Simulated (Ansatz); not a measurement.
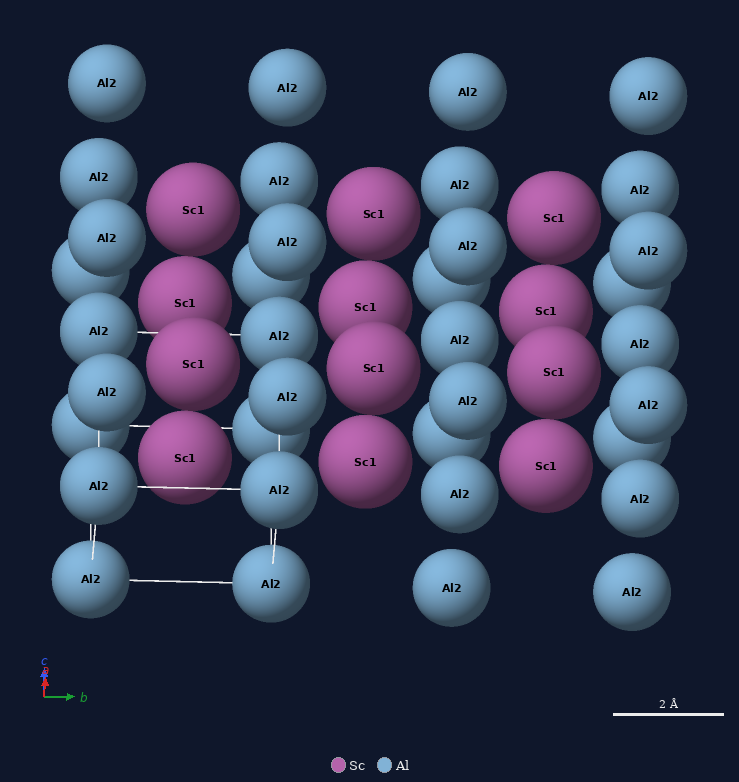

**Figure 1.** The starting structure (spheres-only view of the cell of the calculation, repeated 2 × 3 × 2, seen at an oblique angle; atoms are numbered from 1 in the order of the input).

## Geometry relaxation of ScAl

- system: ScAl (Pm-3m, 2 atoms in the cell)
- method: DFT LDA, scalar-relativistic, plane waves, PAW, no spin polarisation (Ansatz 0.2.0)

The structure derives from a Materials Project entry. It belongs to a series of runs on one base structure; here: cell and atoms relaxed tightly for response. Figures and captions count atoms from 1; the log counts them from 0 in places.

## The input
```yaml
crystal:
  lattice:
    - [3.3076961099, 0.0, 0.0]
    - [0.0, 3.3076961099, 0.0]
    - [0.0, 0.0, 3.3076961099]
  atoms:
    - { symbol: Sc, position: [0.5, 0.5, 0.5] }
    - { symbol: Al, position: [0.0, 0.0, 0.0] }
basis:
  ecutwfc: 420
kpoints:
  mp_grid: { grid: [12, 12, 12] }
hamiltonian:
  xc: lda
scf:
  occupations: { method: fermi_dirac, width: 0.15 }
output:
  forces: true
  stress: true
  eigenvalues: true
  write_density: true
  write_potential: true
  elf: true
  volumetric_format: npy
relax:
  adjacent_minimum: "off"
  f_tol: 0.001
  max_steps: 60
  cell: { stress_tol: 0.01 }
```

Hardware: 2 threads of Oxide Virtual Turin-like (Zen 5), 32 GiB of memory available, shared host.

Launched with:
```bash
ansatz run input.yaml --threads 2 --pin off --max-ram 6144MiB --backend cpu --events-out ev --progress --plain --runs-dir out
```

## Output
```
Engine: ansatz 0.2.0, x86_64-unknown-linux-gnu
Pseudopotentials: kind: paw
Pseudopotential: Sc, paw, valence charge 11, recommended cutoff 420 eV (normal), Sc.paw.azcp
Pseudopotential: Al, paw, valence charge 3, recommended cutoff 420 eV (normal), Al.paw.azcp
Functional definition: SPW92
  exchange = slater_x
  correlation = pw_c
Crystal: 2 atoms, lattice volume = 36.189 Å³
Basis set: ecut = 420 eV, 739 PW (Γ)
Bands: 11, of which v1, the nominal top of the filled ones, is band 7 counted from 1 (6 counted from 0)
Symmetry: 48 space group operations
Space group: Pm-3m (ITA 221), of the structure as read, at distance tolerance 3.3e-5 Å
k-points: 84 of 1728
Non-local potential: Sc, projectors of the file, l = 0: 3, l = 1: 2, l = 2: 3, l = 3: 1
Non-local potential: Al, projectors of the file, l = 0: 2, l = 1: 2, l = 2: 1
PAW form: soft (Blöchl's): semilocal exchange-correlation on the pseudo side does not see the compensation charge
PAW frozen core: Sc, regenerated for the run's functional, and the local potential with it (the file was generated under x = pbe(κ = 0.804, μ = 0.2195149727645171), c = pbe(β = 0.06672455060314922))
PAW frozen core: Al, regenerated for the run's functional, and the local potential with it (the file was generated under x = pbe(κ = 0.804, μ = 0.2195149727645171), c = pbe(β = 0.06672455060314922))
PAW one-centre angular grid: Sc, 590 points (default); XC on 64 Gauss nodes
PAW one-centre angular grid: Al, 110 points (default); XC on 64 Gauss nodes
Initial density: superposition of atomic densities (neutral atoms: chi_scale 0, normalization atom), corrected by the library's trained network
Initial wavefunctions: pseudopotential atomic-orbital guess
Functional: x = slater, c = lda
SCF iter   1: F=—  HF=-2602.904558 eV  |F-HF|=—  |Δ(HF+E_count)|=         —  Δρ=4.20e-3  dr2=7.19e-3  ethr=1.77e-3  ⟨swp⟩=5.0  Hψ=4906  notcnv=0
preconditioner: auto → none  [metal: Δε(μ)=0.052 eV  Ē_g=5.084 eV  σ=0.150 eV  W_gap=0.09  n_scr=6 (ndim 8)  ℏωp=15.1 eV  f_vac=0.000  D(μ)=0.93/eV (n_scr^D=6)  sad-step TF]
SCF iter   2: F=—  HF=-2602.903404 eV  |F-HF|=—  |Δ(HF+E_count)|=   1.15e-3  Δρ=2.56e-3  dr2=2.33e-3  ethr=5.14e-5  ⟨swp⟩=1.0  Hψ=1596  notcnv=0
SCF iter   3: F=—  HF=-2602.903041 eV  |F-HF|=—  |Δ(HF+E_count)|=   3.62e-4  Δρ=5.53e-4  dr2=1.82e-4  ethr=1.66e-5  ⟨swp⟩=1.9  Hψ=1125  notcnv=0
SCF iter   4: F=—  HF=-2602.902991 eV  |F-HF|=—  |Δ(HF+E_count)|=   5.00e-5  Δρ=1.48e-4  dr2=7.51e-6  ethr=1.30e-6  ⟨swp⟩=2.9  Hψ=1697  notcnv=0
SCF iter   5: F=—  HF=-2602.902993 eV  |F-HF|=—  |Δ(HF+E_count)|=   1.34e-6  Δρ=1.23e-5  dr2=5.36e-8  ethr=5.37e-8  ⟨swp⟩=2.7  Hψ=1548  notcnv=0
SCF iter   6: F=-2602.902993 eV  HF=-2602.902993 eV  |F-HF|=6.09e-11  |Δ(HF+E_count)|=   2.74e-8  Δρ=1.32e-6  dr2=4.05e-10  ethr=3.83e-10  ⟨swp⟩=4.6  Hψ=4444  notcnv=0
the search or the solves at the SCF's close seem to have found levels that the self-consistency loop had missed (the run counts 1). By its estimate they hold under 1e-12 electrons; where the run keeps them, the occupations were computed again with them
SCF 1 converged in 6 iterations: F = -2602.902993 eV  dr2 = 4.05e-10
  greatest PAW one-centre occupation: 0.998 electrons in one spin orbital (limit 2), on the Sc atom at site 0 (counted from 0), in its partial waves of l = 0
relax step   1: F+E_penalty+E_count = -2602.90299260 eV  Δ(F+E_penalty+E_count) = +0.000e0 eV  max|allowed force component| = 2.117e-29 eV/Å  Δτ_max = 0.0000 Å  P = +0.209 GPa  Ω = 36.189 Å³  (6 SCF iters, dr2 threshold 1.00e-7 eV, accepted)
Crystal: 2 atoms, lattice volume = 36.352 Å³
Initial density: handed on by an earlier stage of this run
Initial wavefunctions: those handed on with the density
iter 1 solved again at ethr=2.60e-8 eV; its pass at ethr=3.10e-3 eV (dr2=3.64e-6 eV) is discarded
SCF iter   1: F=—  HF=-2602.902976 eV  |F-HF|=—  |Δ(HF+E_count)|=         —  Δρ=1.06e-4  dr2=4.41e-6  ethr=2.60e-8  ⟨swp⟩=2.0  Hψ=6242  notcnv=0
preconditioner: auto → none  [metal: Δε(μ)=0.047 eV  Ē_g=5.102 eV  σ=0.150 eV  W_gap=0.08  n_scr=6 (ndim 8)  ℏωp=15.1 eV  f_vac=0.000  D(μ)=0.92/eV (n_scr^D=6)]
SCF iter   2: F=—  HF=-2602.902974 eV  |F-HF|=—  |Δ(HF+E_count)|=   2.09e-6  Δρ=5.00e-5  dr2=8.67e-7  ethr=2.60e-8  ⟨swp⟩=1.6  Hψ=986  notcnv=0
SCF iter   3: F=—  HF=-2602.902974 eV  |F-HF|=—  |Δ(HF+E_count)|=   3.66e-7  Δρ=3.53e-5  dr2=6.99e-7  ethr=6.19e-9  ⟨swp⟩=2.9  Hψ=1627  notcnv=0
SCF iter   4: F=-2602.902974 eV  HF=-2602.902974 eV  |F-HF|=5.90e-10  |Δ(HF+E_count)|=   2.03e-7  Δρ=2.25e-6  dr2=1.85e-9  ethr=7.82e-10  ⟨swp⟩=4.9  Hψ=4971  notcnv=0
SCF 2 converged in 4 iterations: F = -2602.902974 eV  dr2 = 1.85e-9
relax step   2: F+E_penalty+E_count = -2602.90297382 eV  Δ(F+E_penalty+E_count) = +1.878e-5 eV  max|allowed force component| = 2.761e-30 eV/Å  Δτ_max = 0.0000 Å  P = -0.178 GPa  Ω = 36.352 Å³  energy of the carried Pulay correction = -3.400e-5 eV  (4 SCF iters, dr2 threshold 1.09e-7 eV, accepted)
Crystal: 2 atoms, lattice volume = 36.277 Å³
iter 1 solved again at ethr=5.66e-9 eV; its pass at ethr=3.10e-3 eV (dr2=7.92e-7 eV) is discarded
SCF iter   1: F=—  HF=-2602.903032 eV  |F-HF|=—  |Δ(HF+E_count)|=         —  Δρ=4.89e-5  dr2=9.60e-7  ethr=5.66e-9  ⟨swp⟩=2.0  Hψ=6193  notcnv=0
preconditioner: auto → none  [metal: Δε(μ)=0.049 eV  Ē_g=5.110 eV  σ=0.150 eV  W_gap=0.08  n_scr=6 (ndim 8)  ℏωp=15.1 eV  f_vac=0.000  D(μ)=0.92/eV (n_scr^D=6)]
SCF iter   2: F=—  HF=-2602.903032 eV  |F-HF|=—  |Δ(HF+E_count)|=   4.62e-7  Δρ=2.29e-5  dr2=1.86e-7  ethr=5.66e-9  ⟨swp⟩=1.7  Hψ=989  notcnv=0
SCF iter   3: F=—  HF=-2602.903032 eV  |F-HF|=—  |Δ(HF+E_count)|=   8.40e-8  Δρ=1.59e-5  dr2=1.41e-7  ethr=5.65e-10  ⟨swp⟩=7.8  Hψ=5504  notcnv=0
SCF iter   4: F=-2602.903031 eV  HF=-2602.903031 eV  |F-HF|=1.57e-10  |Δ(HF+E_count)|=   4.09e-8  Δρ=1.06e-6  dr2=4.12e-10  ethr=5.65e-10  ⟨swp⟩=4.3  Hψ=4687  notcnv=0
SCF 3 converged in 4 iterations: F = -2602.903031 eV  dr2 = 4.12e-10
relax step   3: F+E_penalty+E_count = -2602.90303149 eV  Δ(F+E_penalty+E_count) = -5.767e-5 eV  max|allowed force component| = 3.172e-30 eV/Å  Δτ_max = 0.0000 Å  P = -0.001 GPa  Ω = 36.277 Å³  energy of the carried Pulay correction = -1.836e-5 eV  (4 SCF iters, dr2 threshold 7.92e-8 eV, accepted)
Initial wavefunctions: pseudopotential atomic-orbital guess (no wavefunctions were taken with the density)
iter 1 solved again at ethr=3.47e-9 eV; its pass at ethr=3.10e-3 eV (dr2=4.86e-7 eV) is discarded
SCF iter   1: F=—  HF=-2602.903055 eV  |F-HF|=—  |Δ(HF+E_count)|=         —  Δρ=2.23e-6  dr2=6.55e-10  ethr=3.47e-9  ⟨swp⟩=3.0  Hψ=7937  notcnv=0
SCF iter   2: F=—  HF=-2602.903055 eV  |F-HF|=—  |Δ(HF+E_count)|=  5.08e-10  Δρ=1.07e-6  dr2=1.07e-10  ethr=4.68e-12  ⟨swp⟩=2.0  Hψ=1468  notcnv=0
SCF iter   3: F=—  HF=-2602.903055 eV  |F-HF|=—  |Δ(HF+E_count)|=  1.58e-10  Δρ=4.13e-7  dr2=6.74e-11  ethr=7.66e-13 (applied; sched 1.00e-12)  ⟨swp⟩=2.0  Hψ=1573  notcnv=0
SCF iter   4: F=—  HF=-2602.903055 eV  |F-HF|=—  |Δ(HF+E_count)|=  1.36e-11  Δρ=1.10e-7  dr2=1.45e-12  ethr=4.81e-13 (applied; sched 1.00e-12)  ⟨swp⟩=2.6  Hψ=1563  notcnv=0
SCF iter   5: F=-2602.903055 eV  HF=-2602.903055 eV  |F-HF|=0.00e0  |Δ(HF+E_count)|=  1.82e-12  Δρ=8.75e-9  dr2=9.89e-15  ethr=1.00e-12  ⟨swp⟩=3.9  Hψ=2635  notcnv=0
SCF 4 converged in 5 iterations: F = -2602.903055 eV  dr2 = 9.89e-15
relax step   4: F+E_penalty+E_count = -2602.90305474 eV  Δ(F+E_penalty+E_count) = -2.325e-5 eV  max|allowed force component| = 6.327e-30 eV/Å  Δτ_max = 0.0000 Å  P = +0.000 GPa  Ω = 36.277 Å³  stress off target by 2.08e-4 GPa  SCF on the basis re-selected at this cell (its energy is not comparable with the rows above)  (5 SCF iters)
```

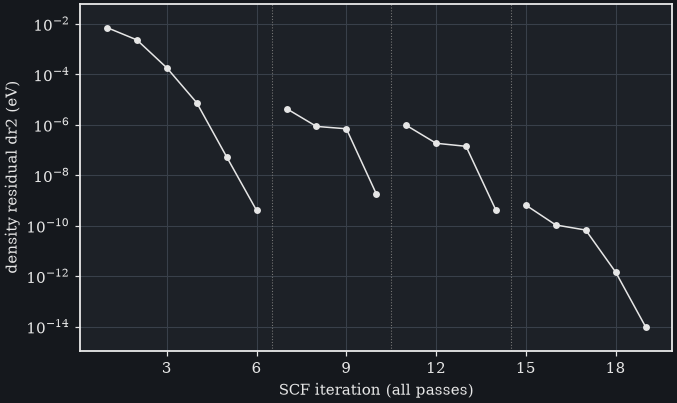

**Figure 2.** Convergence of the self-consistent field: density residual dr2 against the SCF iteration. The dotted lines part the SCF passes of the relaxation: geometry steps, rejected trials and re-solves on a re-selected basis. The passes take 6, 4, 4 and 5 iterations.

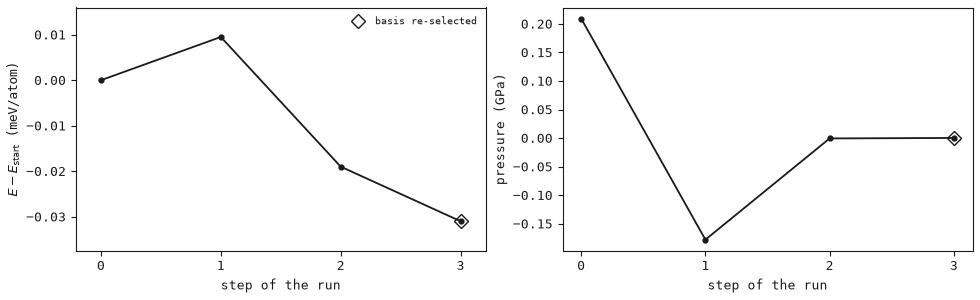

**Figure 3.** Progress of the relaxation, step by step (the first geometry is step 0 here and step 1 in the log). The energy falls by next to nothing (0.0 meV per atom) in 2 geometry steps. All forces vanish by symmetry, so only the cell relaxes. Pressure: 0.21 GPa at the start and 0.00 GPa at the end. No atom moves by more than 0.005 Å relative to the cell. The volume changes by +0.2 %, with a = b = c 3.308 → 3.310 Å (+0.1 %). The space group stays Pm-3m (No. 221). A last SCF at the same geometry on a re-selected plane-wave basis shifts the energy by next to nothing (0.0 meV per atom).

```
basis re-selected at this cell: Δ(F+E_penalty+E_count) = -2.325e-5 eV, ΔP = +0.001 GPa vs the last step (what re-selecting the basis moved, of the pressure what is left beyond the Pulay correction that the steps carried, after the strain that the cell walked since its last selection, with what the two solves' SCF thresholds leave and, on support functions, any second-order correction that the steps lacked; it is no measure of the basis error at this ecutwfc). This SCF's stress stands 2.08e-4 GPa from its target on what of the cell is left free (relax.cell.stress_tol is 1.00e-2 GPa) and its largest allowed force component is 6.33e-30 eV/Å (relax.f_tol is 1.00e-3 eV/Å): within both
SCF converged after 5 iterations
Free energy (F): -2602.903055 eV
Harris-Foulkes:  -2602.903055 eV  (|F-HF|=0.00e0)
Internal energy: -2602.830094 eV  (E = F + TS)
E sigma→0 (E₀):  -2602.866574 eV
Entropy (-TS):   -0.072961 eV (-36.480 meV/atom)
Fermi energy:    9.957282 eV
--- Per-component energies (eV) ---
  E_band       = -142.862154
  E_kinetic    = 286.377515
  E_local      = -899.984038  (includes V_loc(G=0)·N_el)
  E_nonlocal   = 98.365024
  E_hartree    = 326.778180
  E_xc         = -143.551885
  E_vxc        = -159.264872  (∫ρ·V_xc dr)
  E_paw        = -1353.843693  (= ΣΔE_a)
  E_vpaw       = -121.912147  (= ΣTr[D̂ρ^β])
  E_aug_tail   = 0.000006  (compensation charges beyond the density's cutoff)
  E_ewald      = -917.331841
  E_core_change = 0.360639  (= ΣΔE_core)
  E_smearing   = -0.072961  (= −TS)
  E_closure    = 0.000000  (closes the sum)
  Σ components = -2602.903055   (vs F -2602.903055, Δ=0.00e0)
--- Forces (eV/Å), atoms counted from 1 ---
  atom   1  Sc    -0.00000000     0.00000000    -0.00000000
  atom   2  Al     0.00000000    -0.00000000    -0.00000000
  max |Σ_I F_I| component: 1.26e-29 eV/Å
--- Stress (GPa, compression-positive) ---
        0.000208      -0.000000       0.000000
       -0.000000       0.000208      -0.000000
        0.000000      -0.000000       0.000208
  P = ⅓ Tr σ = 0.0002 GPa (0.002 kbar)
--- Band table (eV; the first three rows and the last of 84) ---
  k-point 0: bands = ["-38.7997", "-17.6614", "-17.6614", "-17.6614", "1.3728", "9.2263", "9.2263", "12.8046", "12.8046", "12.8046", "13.9447"]
  k-point 1: bands = ["-38.7983", "-17.6768", "-17.6600", "-17.6600", "1.4769", "9.1371", "9.2792", "12.4708", "12.4708", "12.8207", "13.6532"]
  k-point 2: bands = ["-38.7947", "-17.7186", "-17.6563", "-17.6563", "1.7843", "8.7799", "9.4309", "11.9333", "11.9333", "12.8654", "13.2216"]
  k-point 83: bands = ["-38.7424", "-17.8222", "-17.8222", "-17.8222", "7.3213", "7.3213", "7.3213", "9.6912", "13.1206", "13.1206", "13.1206"]
--- Relaxed structure (3 steps of the walk, 3 accepted, 1 SCFs on fresh bases) ---
  F+E_penalty+E_count = -2602.90305474 eV   max|allowed force component| = 6.327e-30 eV/Å   (the final SCF, on the basis selected at the relaxed cell)
  cell:  # Å, volume = 36.2771 Å³
    - [3.310378550908623, 4.81482486096809e-35, -3.209883240645393e-35]
    - [4.81482486096809e-35, 3.310378550908623, 0.0]
    - [-6.419766481290786e-35, 0.0, 3.310378550908623]
  atoms:
    - { symbol: Sc, position: [0.5, 0.5, 0.5] }
    - { symbol: Al, position: [1.4404801036807015e-36, -3.4116634035232464e-37, 1.5162948459134907e-37] }
```

## Trajectory as extended XYZ (Å, eV, eV/Å), 4 frames, from step=1 to step=4
```
2
Lattice="3.3077 0.0000 0.0000 0.0000 3.3077 0.0000 0.0000 0.0000 3.3077" Properties=species:S:1:pos:R:3:forces:R:3 step=1 energy=-2602.90299 pressure_GPa=0.21
Sc    1.6538    1.6538    1.6538    0.0000   0.0000   0.0000
Al    0.0000    0.0000    0.0000    0.0000   0.0000   0.0000
2
Lattice="3.3127 0.0000 0.0000 0.0000 3.3127 0.0000 0.0000 0.0000 3.3127" Properties=species:S:1:pos:R:3:forces:R:3 step=2 energy=-2602.90297 pressure_GPa=-0.18
Sc    1.6563    1.6563    1.6563    0.0000   0.0000   0.0000
Al    0.0000    0.0000    0.0000    0.0000   0.0000   0.0000
2
Lattice="3.3104 0.0000 0.0000 0.0000 3.3104 0.0000 0.0000 0.0000 3.3104" Properties=species:S:1:pos:R:3:forces:R:3 step=3 energy=-2602.90303 pressure_GPa=-0.00
Sc    1.6552    1.6552    1.6552    0.0000   0.0000   0.0000
Al    0.0000    0.0000    0.0000    0.0000   0.0000   0.0000
2
Lattice="3.3104 0.0000 0.0000 0.0000 3.3104 0.0000 0.0000 0.0000 3.3104" Properties=species:S:1:pos:R:3:forces:R:3 step=4 energy=-2602.90306 pressure_GPa=0.00
Sc    1.6552    1.6552    1.6552    0.0000   0.0000   0.0000
Al    0.0000    0.0000    0.0000    0.0000   0.0000   0.0000
```

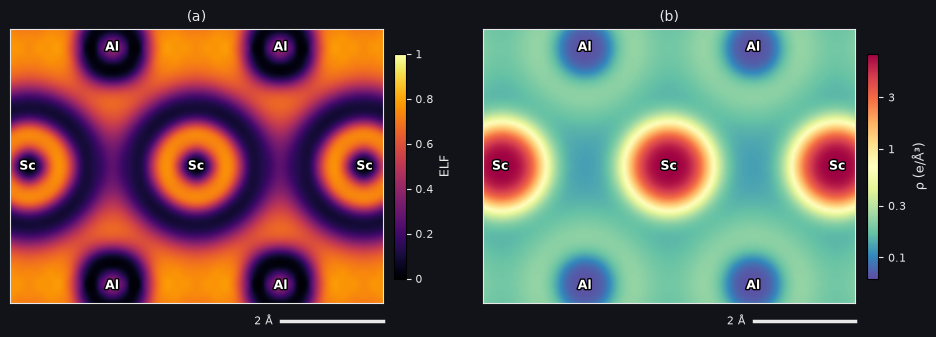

**Figure 4.** (a) ELF; (b) valence electron density on the (011̄) plane of the conventional cell. Atoms in the plane: Sc and Al. Sc–Al (2.87 Å): ρ is about 0.17 e/Å³ halfway; the ELF is about 0.25 at the midpoint (no shared electron pair). Away from the nuclei the density in this plane falls to 0.13 e/Å³ at its lowest. The strong features right at Sc lie inside the PAW spheres (semicore, d or f shells) and say nothing about bonding. The fields are those of the smooth PAW valence density.

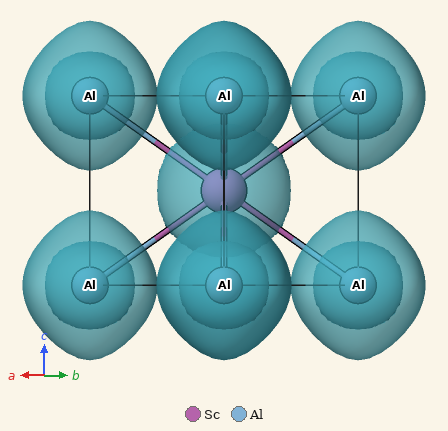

**Figure 5.** Isosurface of the valence electron density at 0.2 e/Å³ (cyan), seen along [110]. Sticks mark near contacts. The outline is the cell set on symmetry axes. At this value the density breaks into separate islands; it holds about 70 % of the electrons treated as valence (semicore included). It is pinched off along the Sc–Al (2.87 Å) contacts. On the grid the lowest density along these lines, outside the cores, is 0.17 e/Å³ (Sc–Al, 2.87 Å).

## Key numbers

| quantity | value |
| --- | --- |
| outcome | converged |
| space group (tolerance 0.01 Å) | Pm-3m (221) |
| electrons treated | 14 |
| free energy | −2602.9031 eV |
| Fermi energy | 9.957 eV |
| gap on the k-point mesh | none (metallic) |
| pressure | 0.00 GPa |
| final volume | 36.28 Å³ |
| largest force (length of the vector) at the end | under 0.001 eV/Å |
| final cell | a = 3.310 Å, b = 3.310 Å, c = 3.310 Å, α = 90.00°, β = 90.00°, γ = 90.00° |
| wall time | 5.9 s (CPU time 11 s) |
| peak memory | 0.4 GiB |

## Notes

Results for this metal are sensitive to the k-point mesh.
